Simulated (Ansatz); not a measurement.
**Run report: CdS, geometry relaxation**

System: CdS (F-43m, 2 atoms in the cell).
Method: DFT PBEsol, scalar-relativistic, plane waves, PAW, no spin polarisation (Ansatz 0.2.0).

The structure derives from an entry of the Crystallography Open Database.

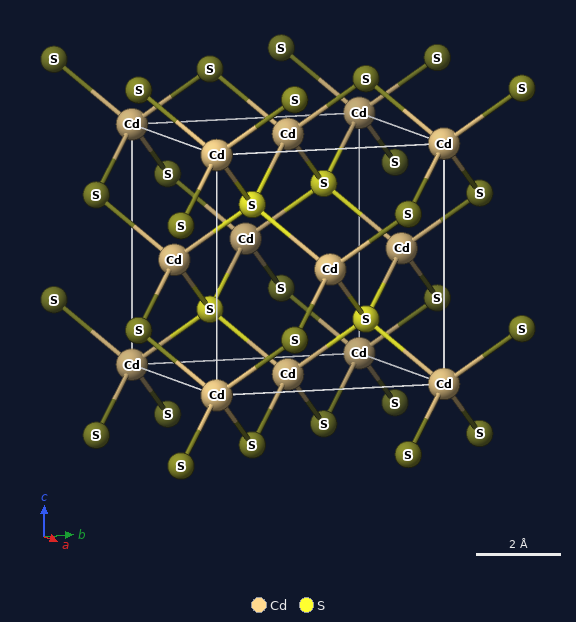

Fig. 1: The structure as given in the input (ball-and-stick view of the cell 4 times as large as that of the calculation, set on its symmetry axes, seen slightly off an axis; neighbours outside the cell are drawn fainter). An atom can appear more than once, as a periodic image.

**Input**
```yaml
crystal:
  lattice:
    - [0.0, -2.91, -2.91]
    - [2.91, 0.0, -2.91]
    - [2.91, -2.91, 0.0]
  atoms:
    - { symbol: Cd, position: [0.0, 0.0, 0.0] }
    - { symbol: S, position: [0.75, 0.75, 0.75] }
basis:
  ecutwfc: 420
kpoints:
  mp_grid: { grid: [8, 8, 8] }
hamiltonian:
  xc: pbesol
scf:
  occupations: { method: gaussian, width: 0.02 }
output:
  forces: true
  stress: true
  eigenvalues: true
  write_density: true
  write_potential: true
  elf: true
  volumetric_format: npy
relax:
  adjacent_minimum: "off"
  f_tol: 0.005
  max_steps: 80
  cell: { stress_tol: 0.05 }
```

Run as:
```bash
ansatz run input.yaml --threads 2 --pin off --max-ram 5120MiB --backend cpu --events-out ev --progress --plain --runs-dir out
```

**Log**
```
Engine: ansatz 0.2.0, aarch64-unknown-linux-gnu
Pseudopotentials: kind: paw
Pseudopotential: Cd, paw, valence charge 20, recommended cutoff 420 eV (normal), Cd.paw.azcp
Pseudopotential: S, paw, valence charge 6, recommended cutoff 420 eV (normal), S.paw.azcp
Functional definition: PBEsol
  exchange = pbesol_x
  correlation = pbesol_c
Crystal: 2 atoms, lattice volume = 49.284 Å³
Basis set: ecut = 420 eV, 941 PW (Γ), exchange–correlation on 60×60×60 points (8 copies of the dense FFT grid, shifted against one another)
Bands: 17, of which v1, the nominal top of the filled ones, is band 13 counted from 1 (12 counted from 0)
Symmetry: 24 space group operations
Space group: F-43m (ITA 216), of the structure as read, at distance tolerance 3.7e-5 Å
k-points: 29 of 512 (time reversal used)
Non-local potential: Cd, projectors of the file, l = 0: 3, l = 1: 2, l = 2: 2, l = 3: 1
Non-local potential: S, projectors of the file, l = 0: 2, l = 1: 2, l = 2: 2
PAW form: soft (Blöchl's): semilocal exchange-correlation on the pseudo side does not see the compensation charge
PAW frozen core: Cd, regenerated for the run's functional, and the local potential with it (the file was generated under x = pbe(κ = 0.804, μ = 0.2195149727645171), c = pbe(β = 0.06672455060314922))
PAW frozen core: S, regenerated for the run's functional, and the local potential with it (the file was generated under x = pbe(κ = 0.804, μ = 0.2195149727645171), c = pbe(β = 0.06672455060314922))
PAW one-centre angular grid: Cd, 590 points (default); XC on 64 Gauss nodes
PAW one-centre angular grid: S, 110 points (default); XC on 64 Gauss nodes
Initial density: superposition of atomic densities (neutral atoms: chi_scale 0, normalization atom), corrected by the library's trained network
Initial wavefunctions: pseudopotential atomic-orbital guess
Functional: x = pbesol(κ = 0.804, μ = 0.12345679012345678), c = pbesol(β = 0.046)
SCF iter   1: F=—  HF=-9070.228327 eV  |F-HF|=—  |Δ(HF+E_count)|=         —  Δρ=5.28e-3  dr2=1.85e-2  ethr=1.77e-3  ⟨swp⟩=5.8  Hψ=2517  notcnv=0
preconditioner: auto → none  [insulator: Δε(μ)=0.948 eV  Ē_g=12.256 eV  σ=0.020 eV  W_gap=1.00  n_scr=14 (ndim 8)  ℏωp=22.4 eV  f_vac=0.127  D(μ)=0.00/eV (n_scr^D=0)  ε∞_Penn≈4.4]
SCF iter   2: F=—  HF=-9070.222990 eV  |F-HF|=—  |Δ(HF+E_count)|=   5.34e-3  Δρ=1.08e-3  dr2=3.21e-4  ethr=7.13e-5  ⟨swp⟩=2.7  Hψ=1104  notcnv=0
SCF iter   3: F=—  HF=-9070.222972 eV  |F-HF|=—  |Δ(HF+E_count)|=   1.89e-5  Δρ=4.94e-4  dr2=6.15e-5  ethr=1.23e-6  ⟨swp⟩=2.0  Hψ=736  notcnv=0
SCF iter   4: F=—  HF=-9070.222978 eV  |F-HF|=—  |Δ(HF+E_count)|=   6.41e-6  Δρ=2.37e-4  dr2=2.40e-5  ethr=2.37e-7  ⟨swp⟩=2.0  Hψ=723  notcnv=0
SCF iter   5: F=—  HF=-9070.222973 eV  |F-HF|=—  |Δ(HF+E_count)|=   4.55e-6  Δρ=2.11e-5  dr2=1.61e-7  ethr=9.23e-8  ⟨swp⟩=2.1  Hψ=751  notcnv=0
SCF iter   6: F=-9070.222974 eV  HF=-9070.222974 eV  |F-HF|=8.76e-9  |Δ(HF+E_count)|=   1.09e-7  Δρ=5.35e-6  dr2=9.04e-9  ethr=3.85e-10  ⟨swp⟩=8.8  Hψ=3205  notcnv=0
SCF 1 converged in 6 iterations: F = -9070.222974 eV  dr2 = 9.04e-9
  greatest PAW one-centre occupation: 1.000 electrons in one spin orbital (limit 2), on the Cd atom at site 0 (counted from 0), in its partial waves of l = 0
relax step   1: F+E_penalty+E_count = -9070.22297354 eV  Δ(F+E_penalty+E_count) = +0.000e0 eV  max|allowed force component| = 1.434e-16 eV/Å  Δτ_max = 0.0000 Å  P = +0.138 GPa  Ω = 49.284 Å³  (6 SCF iters, dr2 threshold 1.00e-7 eV, accepted)
Crystal: 2 atoms, lattice volume = 49.391 Å³
Initial density: handed on by an earlier stage of this run
Initial wavefunctions: those handed on with the density
iter 1 solved again at ethr=1.62e-8 eV; its pass at ethr=3.10e-3 eV (dr2=4.21e-6 eV) is discarded
SCF iter   1: F=—  HF=-9070.223011 eV  |F-HF|=—  |Δ(HF+E_count)|=         —  Δρ=6.38e-5  dr2=2.66e-6  ethr=1.62e-8  ⟨swp⟩=2.0  Hψ=2897  notcnv=0
preconditioner: auto → none  [insulator: Δε(μ)=1.012 eV  Ē_g=12.282 eV  σ=0.020 eV  W_gap=1.00  n_scr=14 (ndim 8)  ℏωp=22.4 eV  f_vac=0.121  D(μ)=0.00/eV (n_scr^D=0)  ε∞_Penn≈4.3]
SCF iter   2: F=—  HF=-9070.223006 eV  |F-HF|=—  |Δ(HF+E_count)|=   4.62e-6  Δρ=2.29e-5  dr2=3.26e-7  ethr=1.02e-8  ⟨swp⟩=2.0  Hψ=748  notcnv=0
SCF iter   3: F=—  HF=-9070.223006 eV  |F-HF|=—  |Δ(HF+E_count)|=   8.04e-9  Δρ=1.33e-5  dr2=7.61e-8  ethr=1.84e-10  ⟨swp⟩=8.3  Hψ=2872  notcnv=0
SCF iter   4: F=-9070.223006 eV  HF=-9070.223006 eV  |F-HF|=2.53e-10  |Δ(HF+E_count)|=   1.51e-8  Δρ=2.57e-6  dr2=2.57e-9  ethr=1.84e-10  ⟨swp⟩=7.9  Hψ=2976  notcnv=0
SCF 2 converged in 4 iterations: F = -9070.223006 eV  dr2 = 2.57e-9
relax step   2: F+E_penalty+E_count = -9070.22300595 eV  Δ(F+E_penalty+E_count) = -3.241e-5 eV  max|allowed force component| = 7.401e-17 eV/Å  Δτ_max = 0.0000 Å  P = +0.005 GPa  Ω = 49.391 Å³  energy of the carried Pulay correction = -1.526e-5 eV  (4 SCF iters, dr2 threshold 4.77e-8 eV, accepted)
Initial wavefunctions: pseudopotential atomic-orbital guess (no wavefunctions were taken with the density)
iter 1 solved again at ethr=1.15e-7 eV; its pass at ethr=3.10e-3 eV (dr2=3.00e-5 eV) is discarded
SCF iter   1: F=—  HF=-9070.223011 eV  |F-HF|=—  |Δ(HF+E_count)|=         —  Δρ=6.52e-6  dr2=6.61e-9  ethr=1.15e-7  ⟨swp⟩=3.0  Hψ=3787  notcnv=0
eigensolver tolerance schedule: the retry pair's looser diagonalisation over-reported the residual by 4536.34 of it (diagonalisation noise at 0.20 of the residual, at the tolerance the schedule requests for it); recorded, not acted on — ethr = c·dr2/N_el stays at c = 1.0e-1
SCF iter   2: F=—  HF=-9070.223028 eV  |F-HF|=—  |Δ(HF+E_count)|=   1.63e-5  Δρ=2.52e-6  dr2=1.38e-9  ethr=2.54e-11  ⟨swp⟩=2.3  Hψ=902  notcnv=0
SCF iter   3: F=—  HF=-9070.223028 eV  |F-HF|=—  |Δ(HF+E_count)|=  3.71e-10  Δρ=1.16e-6  dr2=1.85e-10  ethr=5.32e-12  ⟨swp⟩=2.0  Hψ=688  notcnv=0
SCF iter   4: F=—  HF=-9070.223028 eV  |F-HF|=—  |Δ(HF+E_count)|=  2.00e-10  Δρ=2.12e-7  dr2=3.29e-11  ethr=1.00e-12  ⟨swp⟩=2.2  Hψ=847  notcnv=0
SCF iter   5: F=-9070.223028 eV  HF=-9070.223028 eV  |F-HF|=9.09e-12  |Δ(HF+E_count)|=  7.28e-12  Δρ=5.60e-8  dr2=1.51e-12  ethr=1.00e-12  ⟨swp⟩=5.0  Hψ=1872  notcnv=0
SCF 3 converged in 5 iterations: F = -9070.223028 eV  dr2 = 1.51e-12
relax step   3: F+E_penalty+E_count = -9070.22302783 eV  Δ(F+E_penalty+E_count) = -2.189e-5 eV  max|allowed force component| = 6.476e-17 eV/Å  Δτ_max = 0.0000 Å  P = +0.005 GPa  Ω = 49.391 Å³  stress off target by 4.66e-3 GPa  SCF on the basis re-selected at this cell (its energy is not comparable with the rows above)  (5 SCF iters)
```

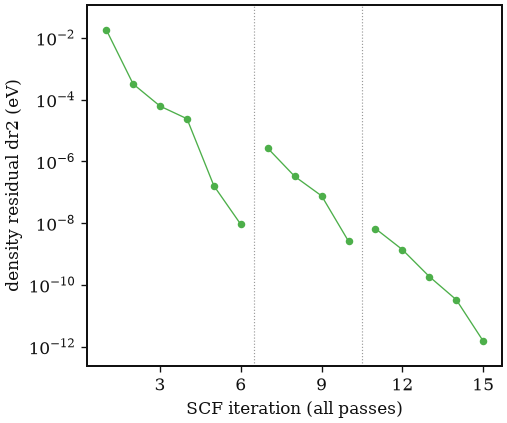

Fig. 2: Convergence of the self-consistent field: density residual dr2 against the SCF iteration. The dotted lines part the SCF passes of the relaxation: geometry steps, rejected trials and re-solves on a re-selected basis. The passes take 6, 4 and 5 iterations.

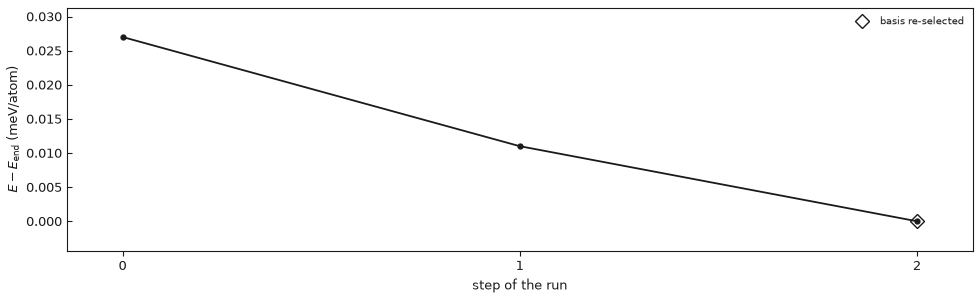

Fig. 3: Progress of the relaxation, step by step (the first geometry is step 0 here and step 1 in the log). The atoms keep their places relative to the cell (all moves are under 0.005 Å). Cell: a = b = c 5.820 → 5.824 Å (+0.1 %). Volume +0.2 %. The space group stays F-43m (No. 216). Over 1 geometry step the energy falls by next to nothing (0.0 meV per atom). All forces vanish by symmetry, so only the cell relaxes. The pressure goes from 0.14 to 0.00 GPa. A last SCF at the same geometry on a re-selected plane-wave basis shifts the energy by next to nothing (0.0 meV per atom).

```
basis re-selected at this cell: Δ(F+E_penalty+E_count) = -2.189e-5 eV, ΔP = -0.000 GPa vs the last step (what re-selecting the basis moved, of the pressure what is left beyond the Pulay correction that the steps carried, after the strain that the cell walked since its last selection, with what the two solves' SCF thresholds leave and, on support functions, any second-order correction that the steps lacked; it is no measure of the basis error at this ecutwfc). This SCF's stress stands 4.66e-3 GPa from its target on what of the cell is left free (relax.cell.stress_tol is 5.00e-2 GPa) and its largest allowed force component is 6.48e-17 eV/Å (relax.f_tol is 5.00e-3 eV/Å): within both
SCF converged after 5 iterations
Free energy (F): -9070.223028 eV
Harris-Foulkes:  -9070.223028 eV  (|F-HF|=9.09e-12)
Internal energy: -9070.223028 eV  (E = F + TS)
E sigma→0 (E₀):  -9070.223028 eV
Fermi energy:    7.374683 eV
--- Per-component energies (eV) ---
  E_band       = -507.637800
  E_kinetic    = 611.341127
  E_local      = -4006.054275  (includes V_loc(G=0)·N_el)
  E_nonlocal   = 65.412104
  E_hartree    = 1837.225444
  E_xc         = -271.274855
  E_vxc        = -308.008687  (∫ρ·V_xc dr)
  E_paw        = -4598.206306  (= ΣΔE_a)
  E_vpaw       = -544.779003  (= ΣTr[D̂ρ^β])
  E_aug_tail   = 0.000015  (compensation charges beyond the density's cutoff)
  E_ewald      = -2709.070191
  E_core_change = 0.403909  (= ΣΔE_core)
  E_smearing   = -0.000000  (= −TS)
  E_closure    = 0.000000  (closes the sum)
  Σ components = -9070.223028   (vs F -9070.223028, Δ=0.00e0)
--- Forces (eV/Å), atoms counted from 1 ---
  atom   1  Cd    -0.00000000     0.00000000     0.00000000
  atom   2  S      0.00000000    -0.00000000    -0.00000000
  max |Σ_I F_I| component: 1.85e-17 eV/Å
--- Stress (GPa, compression-positive) ---
        0.004659       0.000000       0.000000
        0.000000       0.004659       0.000000
        0.000000       0.000000       0.004659
  P = ⅓ Tr σ = 0.0047 GPa (0.047 kbar)
--- Band table (eV; the first three rows and the last of 29) ---
  k-point 0: bands = ["-94.3358", "-55.4381", "-55.4381", "-55.4381", "-5.5387", "-0.8730", "-0.8730", "-0.8730", "-0.3785", "-0.3785", "6.8684", "6.8684", "6.8684", "7.8805", "13.2870", "13.2870", "13.2870"]
  k-point 1: bands = ["-94.3358", "-55.4382", "-55.4381", "-55.4381", "-5.4741", "-0.8499", "-0.8499", "-0.8204", "-0.3797", "-0.3797", "5.8072", "6.7432", "6.7432", "8.7473", "13.0166", "13.4882", "13.4882"]
  k-point 2: bands = ["-94.3358", "-55.4384", "-55.4381", "-55.4381", "-5.3168", "-0.8000", "-0.8000", "-0.6283", "-0.3745", "-0.3745", "4.3194", "6.4618", "6.4618", "9.5395", "13.0155", "13.7968", "13.7968"]
  k-point 28: bands = ["-94.3358", "-55.4386", "-55.4385", "-55.4383", "-4.9588", "-0.6378", "-0.6141", "-0.4204", "-0.3724", "0.2645", "2.8883", "4.5347", "4.6267", "12.1619", "12.2501", "13.9702", "14.7304"]
--- Relaxed structure (2 steps of the walk, 2 accepted, 1 SCFs on fresh bases) ---
  F+E_penalty+E_count = -9070.22302783 eV   max|allowed force component| = 6.476e-17 eV/Å   (the final SCF, on the basis selected at the relaxed cell)
  cell:  # Å, volume = 49.3910 Å³
    - [-7.1335208460538254e-34, -2.9120980273923385, -2.9120980273923385]
    - [2.9120980273923385, -2.802454618092575e-33, -2.9120980273923385]
    - [2.9120980273923385, -2.9120980273923385, -3.0062694994083983e-33]
  atoms:
    - { symbol: Cd, position: [6.3977054280904746e-34, -7.059537024099833e-34, -6.1770948960873555e-34] }
    - { symbol: S, position: [0.7500000000000001, 0.7500000000000001, 0.7500000000000001] }
```

**Trajectory as extended XYZ (Å, eV, eV/Å), 3 frames, from step=1 to step=3**
```
2
Lattice="0.0000 -2.9100 -2.9100 2.9100 0.0000 -2.9100 2.9100 -2.9100 0.0000" Properties=species:S:1:pos:R:3:forces:R:3 step=1 energy=-9070.22297 pressure_GPa=0.14
Cd    0.0000    0.0000    0.0000    0.0000   0.0000   0.0000
S     4.3650   -4.3650   -4.3650    0.0000   0.0000   0.0000
2
Lattice="0.0000 -2.9121 -2.9121 2.9121 0.0000 -2.9121 2.9121 -2.9121 0.0000" Properties=species:S:1:pos:R:3:forces:R:3 step=2 energy=-9070.22301 pressure_GPa=0.00
Cd    0.0000    0.0000    0.0000    0.0000   0.0000   0.0000
S     4.3681   -4.3681   -4.3681    0.0000   0.0000   0.0000
2
Lattice="0.0000 -2.9121 -2.9121 2.9121 0.0000 -2.9121 2.9121 -2.9121 0.0000" Properties=species:S:1:pos:R:3:forces:R:3 step=3 energy=-9070.22303 pressure_GPa=0.00
Cd    0.0000    0.0000    0.0000    0.0000   0.0000   0.0000
S     4.3681   -4.3681   -4.3681    0.0000   0.0000   0.0000
```

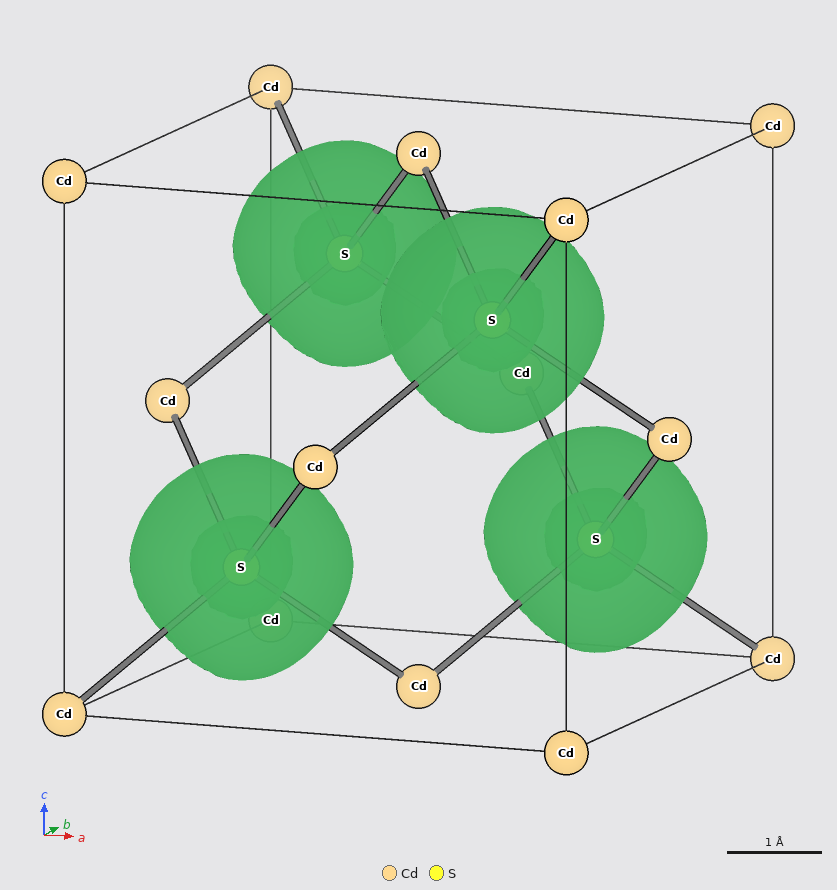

Fig. 4: Isosurface of the electron localisation function at 0.7 (green), seen slightly off an axis. Only the valence region is drawn (cores and ρ < 0.01 e/Å³ removed). Sticks mark near contacts. The outline is the cell set on symmetry axes. Values along the shortest contacts: Cd–S (2.52 Å): the ELF is about 0.30 at the midpoint. The fields are those of the smooth PAW valence density.

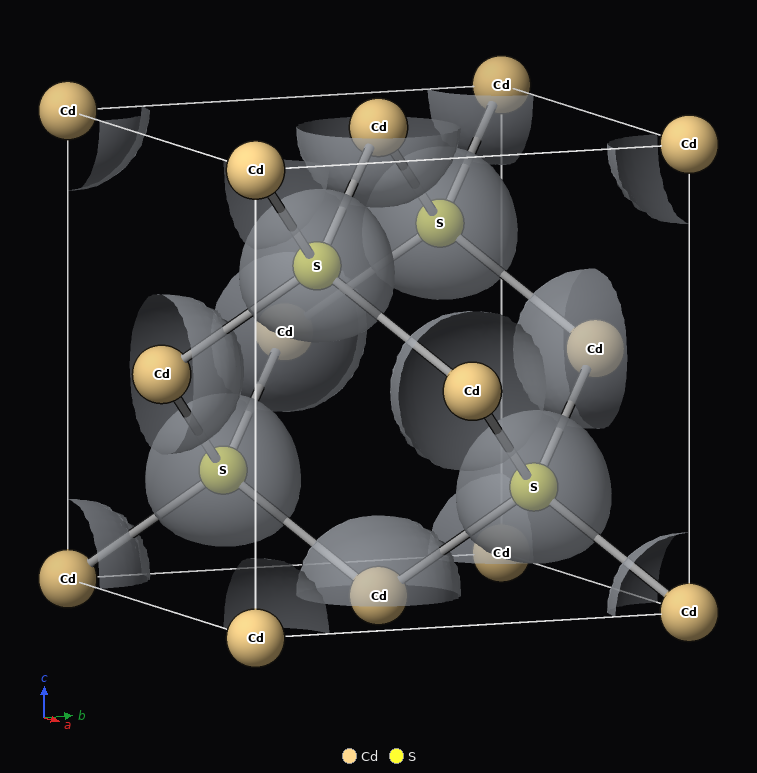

Fig. 5: Isosurface of the valence electron density at 0.6 e/Å³ (grey), seen slightly off an axis. Sticks mark near contacts. The outline is the cell set on symmetry axes. At this value the density breaks into separate islands; it holds about 75 % of the electrons treated as valence (semicore included). It is pinched off along the Cd–S (2.52 Å) contacts. On the grid the lowest density along these lines, outside the cores, is 0.42 e/Å³ (Cd–S, 2.52 Å).

**Summary**

| quantity | value |
| --- | --- |
| outcome | converged |
| space group (tolerance 0.01 Å) | F-43m (216) |
| electrons treated | 26 |
| free energy | −9070.2230 eV |
| Fermi energy | 7.375 eV |
| gap on the k-point mesh | 1.01 eV |
| pressure | 0.00 GPa |
| final volume | 49.39 Å³ |
| largest force (length of the vector) at the end | under 0.001 eV/Å |
| final cell | a = 4.118 Å, b = 4.118 Å, c = 4.118 Å, α = 60.00°, β = 60.00°, γ = 60.00° |
| hardware | 2 threads of Arm Neoverse V1, 24 GiB of memory available, shared host |
| wall time | 4.5 s (CPU time 8.6 s) |
| peak memory | 0.33 GiB |
